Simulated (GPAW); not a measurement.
# Does Mg15FeO16 (MgO32 Fe1) carry moments in GPAW?

Aim: find out whether Mg15FeO16 (MgO32 Fe1) carries moments when they start parallel, and what they gain.

Main program and level: GPAW 26.7.0; PBE; plane waves with GPAW's PAW setups, scalar-relativistic.

### Step 1. Starting point

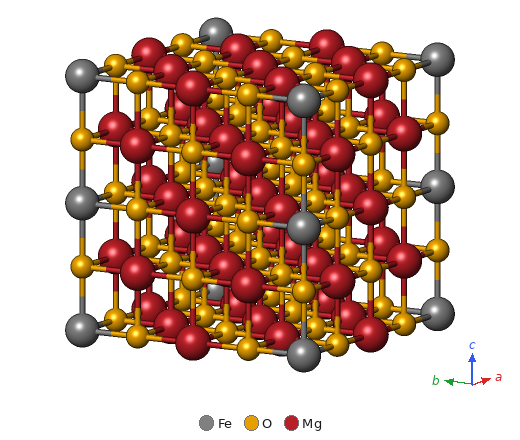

Start, viewed from a free direction; iron grey, oxygen orange, magnesium red. 1×1×2 cells are drawn. Some periodic images of atoms are drawn too.

The cell is a made-up one and need not be a known phase.

### Step 2. Start 1: ferro +

Parallel moments need no larger cell; this start tests for a ferromagnetic state only.

Input file order1.py:

```python
import json
import numpy as np
from ase import Atoms
from ase.parallel import paropen, parprint
from gpaw import GPAW

atoms = Atoms(['Fe', 'O', 'Mg', 'O', 'Mg', 'O', 'Mg', 'O', 'Mg', 'O', 'Mg', 'O', 'Mg', 'O', 'Mg', 'O', 'Mg', 'O', 'Mg', 'O', 'Mg', 'O', 'Mg', 'O', 'Mg', 'O', 'Mg', 'O', 'Mg', 'O', 'Mg', 'O'],
    cell=[[8.424, 0.0, 0.0],
         [0.0, 8.424, 0.0],
         [0.0, 0.0, 4.212]],
    scaled_positions=[[0.0, 0.0, 0.0],
         [0.25, 0.0, 0.0],
         [0.0, 0.25, 0.5],
         [0.25, 0.25, 0.5],
         [0.25, 0.0, 0.5],
         [0.0, 0.0, 0.5],
         [0.25, 0.25, 0.0],
         [0.0, 0.25, 0.0],
         [0.0, 0.5, 0.0],
         [0.25, 0.5, 0.0],
         [0.0, 0.75, 0.5],
         [0.25, 0.75, 0.5],
         [0.25, 0.5, 0.5],
         [0.0, 0.5, 0.5],
         [0.25, 0.75, 0.0],
         [0.0, 0.75, 0.0],
         [0.5, 0.0, 0.0],
         [0.75, 0.0, 0.0],
         [0.5, 0.25, 0.5],
         [0.75, 0.25, 0.5],
         [0.75, 0.0, 0.5],
         [0.5, 0.0, 0.5],
         [0.75, 0.25, 0.0],
         [0.5, 0.25, 0.0],
         [0.5, 0.5, 0.0],
         [0.75, 0.5, 0.0],
         [0.5, 0.75, 0.5],
         [0.75, 0.75, 0.5],
         [0.75, 0.5, 0.5],
         [0.5, 0.5, 0.5],
         [0.75, 0.75, 0.0],
         [0.5, 0.75, 0.0]],
    pbc=True,
    magmoms=[4.0, 0.0, 0.0, 0.0, 0.0, 0.0, 0.0, 0.0, 0.0, 0.0, 0.0, 0.0, 0.0, 0.0, 0.0, 0.0, 0.0, 0.0, 0.0, 0.0, 0.0, 0.0, 0.0, 0.0, 0.0, 0.0, 0.0, 0.0, 0.0, 0.0, 0.0, 0.0])
atoms.calc = GPAW(mode={'name': 'pw', 'ecut': 600},
    xc='PBE',
    kpts={'size': (3, 3, 6), 'gamma': True},
    occupations={'name': 'fermi-dirac', 'width': 0.05},
    convergence={'density': 1e-05, 'energy': 1e-05},
    maxiter=200,
    mixer={'name': 'pulay', 'beta': 0.05, 'nmaxold': 6, 'weight': 50},
    symmetry={'tolerance': 1e-4},
    txt='order1.txt')
e = atoms.get_potential_energy(force_consistent=True)
res = {'free_energy': e, 'energy_sigma0': atoms.get_potential_energy(), 'fermi_energy': atoms.calc.get_fermi_level()}
res['moments'] = atoms.get_magnetic_moments().tolist()
res['total'] = atoms.get_magnetic_moment()
parprint('site moments (muB):', np.round(res['moments'], 3))
parprint(f"total moment: {res['total']:.3f} muB")
parprint(f'free energy: {e:.6f} eV')
atoms.calc.write('order1.gpw')
with paropen('results.json', 'w') as f:
    json.dump(res, f)
```

On the command line:

```sh
OMP_NUM_THREADS=1 mpirun -n 4 gpaw python order1.py > order1.log
```

Numbers of over 12 decimals in the logs are rounded to 6 here.

The log of the run:

```text
site moments (muB): [ 3.439e+00  4.300e-02 -1.000e-03  0.000e+00 -1.000e-03  9.100e-02
 -0.000e+00  4.300e-02  6.000e-03  2.000e-03 -1.000e-03  0.000e+00
 -0.000e+00  3.000e-03 -0.000e+00  4.300e-02  6.000e-03  4.300e-02
 -0.000e+00  0.000e+00 -1.000e-03  3.000e-03 -0.000e+00  2.000e-03
  0.000e+00  2.000e-03 -0.000e+00  0.000e+00 -0.000e+00  0.000e+00
 -0.000e+00  2.000e-03]
total moment: 4.000 muB
free energy: -197.176642 eV

--- order1.txt ---
Input parameters:
  mode=PW(ecut=600),
  convergence={'density': 1e-05, 'energy': 1e-05},
  kpts=MonkhorstPack(size=(3, 3, 6), gamma=True),
  maxiter=200,
  mixer=Pulay(name='pulay', nmaxold=6, beta=0.05, weight=50, sigma=0.015, g_ss=None),
  occupations=Occupations(name='fermi-dirac', width=0.05),
  symmetry=Symmetry(tolerance=0.0001),
  xc=XC(name='PBE')

Diagonalizing LCAO Hamiltonian
Converting LCAO to pw mode
      .--------------------.
     /|                    |
    / |                    |
   /  |                    |
  /  Mg   O    Mg   O      |
 *  O .--Mg---O----Mg------.
 |Mg O O  Mg MgO  O Mg    /
 O  MgMg O O  Mg MgO     /
 | /                    /
 |/    Mg    O    Mg   /
 Fe---O----Mg----O----*

Atoms  # Å, Bohr magnetons
|    | symbol |        x |        y |        z |    initial magnetic moments |
|----|--------|----------|----------|----------|-----------------------------|
|  0 |     Fe | 0.000000 | 0.000000 | 0.000000 | ( 0.0000,  0.0000,  4.0000) |
|  1 |      O | 2.106000 | 0.000000 | 0.000000 | ( 0.0000,  0.0000,  0.0000) |
|  2 |     Mg | 0.000000 | 2.106000 | 2.106000 | ( 0.0000,  0.0000,  0.0000) |
|  3 |      O | 2.106000 | 2.106000 | 2.106000 | ( 0.0000,  0.0000,  0.0000) |
|  4 |     Mg | 2.106000 | 0.000000 | 2.106000 | ( 0.0000,  0.0000,  0.0000) |
|  5 |      O | 0.000000 | 0.000000 | 2.106000 | ( 0.0000,  0.0000,  0.0000) |
|  6 |     Mg | 2.106000 | 2.106000 | 0.000000 | ( 0.0000,  0.0000,  0.0000) |
|  7 |      O | 0.000000 | 2.106000 | 0.000000 | ( 0.0000,  0.0000,  0.0000) |
|  8 |     Mg | 0.000000 | 4.212000 | 0.000000 | ( 0.0000,  0.0000,  0.0000) |
|  9 |      O | 2.106000 | 4.212000 | 0.000000 | ( 0.0000,  0.0000,  0.0000) |
| 10 |     Mg | 0.000000 | 6.318000 | 2.106000 | ( 0.0000,  0.0000,  0.0000) |
| 11 |      O | 2.106000 | 6.318000 | 2.106000 | ( 0.0000,  0.0000,  0.0000) |
| 12 |     Mg | 2.106000 | 4.212000 | 2.106000 | ( 0.0000,  0.0000,  0.0000) |
| 13 |      O | 0.000000 | 4.212000 | 2.106000 | ( 0.0000,  0.0000,  0.0000) |
| 14 |     Mg | 2.106000 | 6.318000 | 0.000000 | ( 0.0000,  0.0000,  0.0000) |
| 15 |      O | 0.000000 | 6.318000 | 0.000000 | ( 0.0000,  0.0000,  0.0000) |
| 16 |     Mg | 4.212000 | 0.000000 | 0.000000 | ( 0.0000,  0.0000,  0.0000) |
| 17 |      O | 6.318000 | 0.000000 | 0.000000 | ( 0.0000,  0.0000,  0.0000) |
| 18 |     Mg | 4.212000 | 2.106000 | 2.106000 | ( 0.0000,  0.0000,  0.0000) |
| 19 |      O | 6.318000 | 2.106000 | 2.106000 | ( 0.0000,  0.0000,  0.0000) |
| 20 |     Mg | 6.318000 | 0.000000 | 2.106000 | ( 0.0000,  0.0000,  0.0000) |
| 21 |      O | 4.212000 | 0.000000 | 2.106000 | ( 0.0000,  0.0000,  0.0000) |
| 22 |     Mg | 6.318000 | 2.106000 | 0.000000 | ( 0.0000,  0.0000,  0.0000) |
| 23 |      O | 4.212000 | 2.106000 | 0.000000 | ( 0.0000,  0.0000,  0.0000) |
| 24 |     Mg | 4.212000 | 4.212000 | 0.000000 | ( 0.0000,  0.0000,  0.0000) |
| 25 |      O | 6.318000 | 4.212000 | 0.000000 | ( 0.0000,  0.0000,  0.0000) |
| 26 |     Mg | 4.212000 | 6.318000 | 2.106000 | ( 0.0000,  0.0000,  0.0000) |
| 27 |      O | 6.318000 | 6.318000 | 2.106000 | ( 0.0000,  0.0000,  0.0000) |
| 28 |     Mg | 6.318000 | 4.212000 | 2.106000 | ( 0.0000,  0.0000,  0.0000) |
| 29 |      O | 4.212000 | 4.212000 | 2.106000 | ( 0.0000,  0.0000,  0.0000) |
| 30 |     Mg | 6.318000 | 6.318000 | 0.000000 | ( 0.0000,  0.0000,  0.0000) |
| 31 |      O | 4.212000 | 6.318000 | 0.000000 | ( 0.0000,  0.0000,  0.0000) |

Unit cell  # Å
| periodic |        x |        y |        z |  lengths |    angles |
|----------|----------|----------|----------|----------|-----------|
|      yes | 8.424000 | 0.000000 | 0.000000 | 8.424000 | 90.000000 |
|      yes | 0.000000 | 8.424000 | 0.000000 | 8.424000 | 90.000000 |
|      yes | 0.000000 | 0.000000 | 4.212000 | 4.212000 | 90.000000 |

Number of symmetries: 16

BZ-sampling:
  Number of BZ points: 54
  Number of IBZ points: 12

  Monkhorst-Pack size: [3, 3, 6]
  Monkhorst-Pack shift: [0.0, 0.0, 0.083333]

K-points  # in reciprocal-cell coordinates
|     |                                coordinates |     weight |
|-----|--------------------------------------------|------------|
|   0 | (  0.00000000,   0.00000000,   0.00000000) | 0.01851852 |
|   1 | (  0.00000000,   0.00000000,   0.16666667) | 0.03703704 |
|   2 | (  0.00000000,   0.00000000,   0.33333333) | 0.03703704 |
|   3 | (  0.00000000,   0.00000000,   0.50000000) | 0.01851852 |
|   4 | (  0.33333333,   0.00000000,   0.00000000) | 0.07407407 |
|   5 | (  0.33333333,   0.00000000,   0.16666667) | 0.14814815 |
|   6 | (  0.33333333,   0.00000000,   0.33333333) | 0.14814815 |
|   7 | (  0.33333333,   0.00000000,   0.50000000) | 0.07407407 |
|   8 | (  0.33333333,   0.33333333,   0.00000000) | 0.07407407 |
|   9 | (  0.33333333,   0.33333333,   0.16666667) | 0.14814815 |
| ... |                                            |            |
|  11 | (  0.33333333,   0.33333333,   0.50000000) | 0.07407407 |

Plane wave coefficients: 10005
Cutoff: 600.0 eV

Spin-components: 2 (collinear spins)
Bands:           159
Projectors:      161
Spin-degeneracy: 1
Datatype:        complex128

Parallelization:
  kpt:    4
  domain: 1
  band:   1

Density:
  Valence electrons: 254.0
  Components: 2
  Grid points: [48 48 24]
  Charge: 0.0  # |e|

Potential:
  Grid points: [48 48 24]

species:
  Fe:
    name:    Iron
    Z:       26.0
    valence: 8
    core:    18
    charge:  0.0  # [|e|]
    compensation charges:
      type: gauss
      rc: 0.33  # [Å]
      lmax: 2
    cutoffs:
      filter: 2.06  # [Å]
      core: 2.67  # [Å]
    projectors
    | kind |    occ | energy [eV] | rcut [Å] |
    |------|--------|-------------|----------|
    |   4s |  2.000 |      -5.291 |    1.164 |
    |   4p |  0.000 |      -1.326 |    1.058 |
    |   3d |  6.000 |      -7.505 |    1.058 |
    |    s |        |      21.920 |    1.164 |
    |    p |        |      25.885 |    1.058 |
    |    d |        |      19.706 |    1.058 |

    Using partial waves for Fe as LCAO basis

  O:
    name:    Oxygen
    Z:       8.0
    valence: 6
    core:    2
    charge:  0.0  # [|e|]
    compensation charges:
      type: gauss
      rc: 0.21  # [Å]
      lmax: 2
    cutoffs:
      filter: 1.17  # [Å]
      core: 0.83  # [Å]
    projectors
    | kind |    occ | energy [eV] | rcut [Å] |
    |------|--------|-------------|----------|
    |   2s |  2.000 |     -23.961 |    0.688 |
    |   2p |  4.000 |      -9.029 |    0.598 |
    |    s |        |       3.251 |    0.688 |
    |    p |        |      18.182 |    0.598 |
    |    d |        |       0.000 |    0.619 |

    Using partial waves for O as LCAO basis

  Mg:
    name:    Magnesium
    Z:       12.0
    valence: 10
    core:    2
    charge:  0.0  # [|e|]
    compensation charges:
      type: gauss
      rc: 0.33  # [Å]
      lmax: 2
    cutoffs:
      filter: 1.86  # [Å]
      core: 0.54  # [Å]
    projectors
    | kind |    occ | energy [eV] | rcut [Å] |
    |------|--------|-------------|----------|
    |   2s |  2.000 |     -79.840 |    1.090 |
    |   3s |  2.000 |      -4.705 |    1.090 |
    |   2p |  6.000 |     -46.613 |    1.085 |
    |   3p |  0.000 |      -1.330 |    1.085 |
    |    d |        |       0.000 |    1.037 |

    Using partial waves for Mg as LCAO basis

Reference energy: -149017.764748  # eV

eigensolver:
  PPCG
  Converge bands: occupied
  niter=2

density mixing:
  Pulay-Mixer
  Linear mixing parameters: 0.05
  Old densities: 6
  Fourier metric: weight=50, sigma=0.015

occupation numbers:
  Fermi-Dirac:
    width: 0.0500  # eV

poisson solver:
  ecut: 4800.0  # eV

xc functional:
  name: PBE with 2 nearest neighbor stencil

convergence criteria:
- Maximum integral of absolute [dens]ity change: 1e-05 electrons / valence electron
- Maximum [total energy] change in last 3 cyles: 1e-05 eV / valence electron
- Maximum integral of absolute [eigenst]ate change: 4e-08 eV^2 / valence electron
maximum number of iterations: 200

SCF iterations
|iter     |      energy | eigst |  dens |  magmom |
|---------|-------------|-------|-------|---------|
|iter:   1|       0s | -216.650988 | +0.84 |       |  +4.0070|
|iter:   2|      29s | -211.439091 | -0.41 | -0.96 |  +4.0066|
|iter:   3|      59s | -197.243986 | +0.35 | -1.02 |  +4.0048|
|iter:   4|      88s | -197.442110 | -0.22 | -1.38 |  +4.0036|
|iter:   5|     117s | -197.163082 | -1.17 | -1.47 |  +4.0016|
|iter:   6|     147s | -197.161760 | -2.24 | -1.81 |  +4.0017|
|iter:   7|     176s | -197.265719 | -1.09 | -1.81 |  +4.0014|
|iter:   8|     205s | -197.164560 | -1.62 | -1.84 |  +4.0001|
|iter:   9|     234s | -197.166189 | -2.38 | -2.59 |  +4.0000|
|iter:  10|     264s | -197.166476c| -3.26 | -2.83 |  +4.0000|
|iter:  11|     293s | -197.167295c| -4.04 | -2.97 |  +4.0000|
|iter:  12|     322s | -197.169724 | -4.01 | -3.03 |  +4.0000|
|iter:  13|     352s | -197.169097c| -4.09 | -3.22 |  +4.0000|
|iter:  14|     382s | -197.169098c| -4.92 | -3.53 |  +4.0000|
|iter:  15|     411s | -197.169540c| -4.90 | -3.58 |  +4.0000|
|iter:  16|     440s | -197.169635c| -5.33 | -3.73 |  +4.0000|
|iter:  17|     470s | -197.169654c| -6.14 | -3.86 |  +4.0000|
|iter:  18|     499s | -197.169717c| -6.07 | -3.89 |  +4.0000|
|iter:  19|     529s | -197.169731c| -6.75 | -4.11 |  +4.0000|
|iter:  20|     558s | -197.169741c| -6.90 | -4.19 |  +4.0000|
|iter:  21|     587s | -197.169774c| -6.82 | -4.25 |  +4.0000|
|iter:  22|     617s | -197.169785c| -7.18 | -4.62 |  +4.0000|
|iter:  23|     646s | -197.169799c| -7.28 | -4.82 |  +4.0000|
|iter:  24|     661s | -197.169800c| -7.84c| -4.98 |  +4.0000|
|iter:  25|     675s | -197.169802c| -7.89c| -5.03c|  +4.0000|

Converged in 25 steps
Energy contributions relative to reference atoms: (reference = -149017.764748)

Energy contributions:
  Kinetic:         212.331587
  Coulomb:        -177.010560
  Zero:              1.798042
  External:          0.000000
  Xc:             -234.282032
  Entropy:          -0.013679
  Spinorbit:         0.000000
  ----------------------------
  Free energy:    -197.176642
  Extrapolated:   -197.169802

dipole moment: (-150.893457, -150.893457, -146.835514)  # |e|*Ang

Total magnetic moment: (0.000000, 0.000000, 3.999963)

Local magnetic moments
|        x |        y |         z |
|----------|----------|-----------|
| 0.000000 | 0.000000 |  3.439209 |  # Fe   0
| 0.000000 | 0.000000 |  0.042519 |  # O    1
| 0.000000 | 0.000000 | -0.000712 |  # Mg   2
| 0.000000 | 0.000000 |  0.000107 |  # O    3
| 0.000000 | 0.000000 | -0.000712 |  # Mg   4
| 0.000000 | 0.000000 |  0.090852 |  # O    5
| 0.000000 | 0.000000 | -0.000053 |  # Mg   6
| 0.000000 | 0.000000 |  0.042519 |  # O    7
| 0.000000 | 0.000000 |  0.006017 |  # Mg   8
| 0.000000 | 0.000000 |  0.001636 |  # O    9
| 0.000000 | 0.000000 | -0.000712 |  # Mg  10
| 0.000000 | 0.000000 |  0.000107 |  # O   11
| 0.000000 | 0.000000 | -0.000047 |  # Mg  12
| 0.000000 | 0.000000 |  0.002542 |  # O   13
| 0.000000 | 0.000000 | -0.000053 |  # Mg  14
| 0.000000 | 0.000000 |  0.042519 |  # O   15
[...]
| 0.000000 | 0.000000 | -0.000053 |  # Mg  22
| 0.000000 | 0.000000 |  0.001636 |  # O   23
| 0.000000 | 0.000000 |  0.000224 |  # Mg  24
| 0.000000 | 0.000000 |  0.001636 |  # O   25
| 0.000000 | 0.000000 | -0.000047 |  # Mg  26
| 0.000000 | 0.000000 |  0.000107 |  # O   27
| 0.000000 | 0.000000 | -0.000047 |  # Mg  28
| 0.000000 | 0.000000 |  0.000053 |  # O   29
| 0.000000 | 0.000000 | -0.000053 |  # Mg  30
| 0.000000 | 0.000000 |  0.001636 |  # O   31

Fermi level: 8.659
Eigenvalues  # (at kpt = [0.000, 0.000, 0.000])
| band index |      eig [eV] | occ [0-1] |      eig [eV] | occ [0-1] |
|------------|---------------|-----------|---------------|-----------|
|          0 |       -67.416 |     1.000 |       -67.413 |     1.000 |
|        ... |               |           |               |           |
|        120 |         4.347 |     1.000 |         4.370 |     1.000 |
|        121 |         4.962 |     1.000 |         5.002 |     1.000 |
|        122 |         4.962 |     1.000 |         5.002 |     1.000 |
|        123 |         4.974 |     1.000 |         5.006 |     1.000 |
|        124 |         5.460 |     1.000 |         8.334 |     0.998 |
|        125 |         5.798 |     1.000 |         8.334 |     0.998 |
|        126 |         5.798 |     1.000 |         8.888 |     0.010 |
|        127 |         6.195 |     1.000 |         9.769 |     0.000 |
|        128 |         7.087 |     1.000 |        10.010 |     0.000 |
|        129 |         9.704 |     0.000 |        10.150 |     0.000 |
|        130 |        12.992 |     0.000 |        13.112 |     0.000 |
|        131 |        13.086 |     0.000 |        13.112 |     0.000 |
|        132 |        13.086 |     0.000 |        13.191 |     0.000 |
|        133 |        13.180 |     0.000 |        13.293 |     0.000 |
|        134 |        14.366 |     0.000 |        14.432 |     0.000 |
|        ... |               |           |               |           |
|        158 |        18.083 |     0.000 |        17.397 |     0.000 |

No gap
No difference between direct/indirect transitions
```

Wall time 12 min (4 MPI ranks of Arm Neoverse V1, shared host); peak memory 2.4 GiB.

Spin moment in the augmentation sphere by element, in μB:

```tsv
element	atoms	mean	spread (r.m.s.)	least	largest
Fe	1	3.44	0.00	3.44	3.44
O	16	0.02	0.03	0.00	0.09
Mg	15	0.00	0.00	0.00	0.01
```

The atoms farthest from the mean of their element:

```tsv
atom	x, y, z (Å)	spin moment in the augmentation sphere (μB)
O6	0.00, 0.00, 2.11	0.09
O2	2.11, 0.00, 0.00	0.04
O8	0.00, 2.11, 0.00	0.04
O16	0.00, 6.32, 0.00	0.04
O18	6.32, 0.00, 0.00	0.04
O30	4.21, 4.21, 2.11	0.00
O12	2.11, 6.32, 2.11	0.00
O4	2.11, 2.11, 2.11	0.00
```

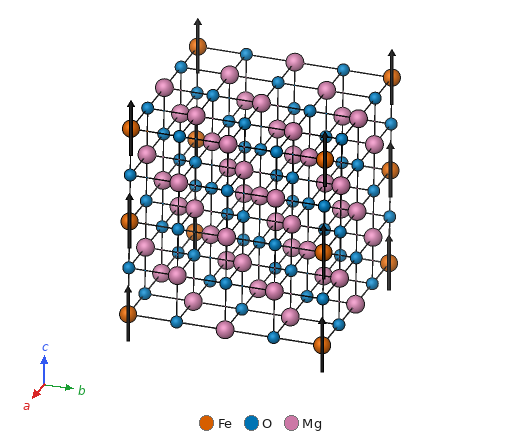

Spin moment in the augmentation sphere as arrows, the longest 3.44 μB. Up and down stand for the sign. Arrows give size and sign along the axis of quantisation, drawn up and down the page. 1×1×2 cells are drawn. Some periodic images of atoms are drawn too.

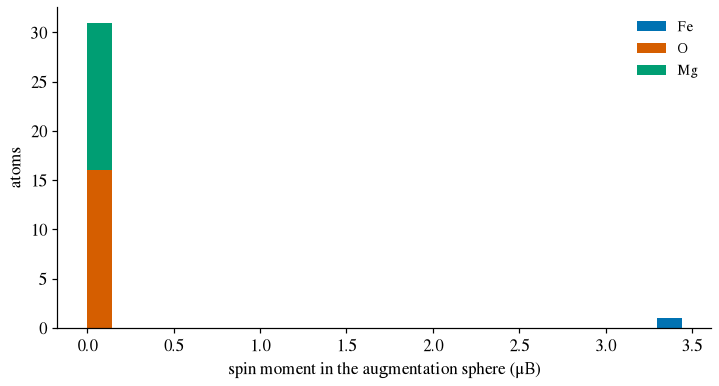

Spin moment in the augmentation sphere as a stacked histogram.

Numbers from this step:

| Item | Value |
| --- | --- |
| magnetization | 4.000 μB |
| final state | ferromagnetic |

After 25 cycles the largest moment stands at 3.44 μB.

[end of part 1 of 2]

[Logs and program files are shortened in this print: banners, set-up blocks, solver, clock and traceback lines can be left out without a mark of their own.]

[Logs are printed without paths, hosts, clocks, repeated set-up lines and the standing remarks that a program may print on its own settings, such as how far it seeks lower states.]

[Hosts, paths, dates, database ids (printed as entryN), source tags and the programs' standing remarks are cut or masked in the printed files.]

[Where a cell is said to come from a database of computed structures, the database is the Materials Project.]
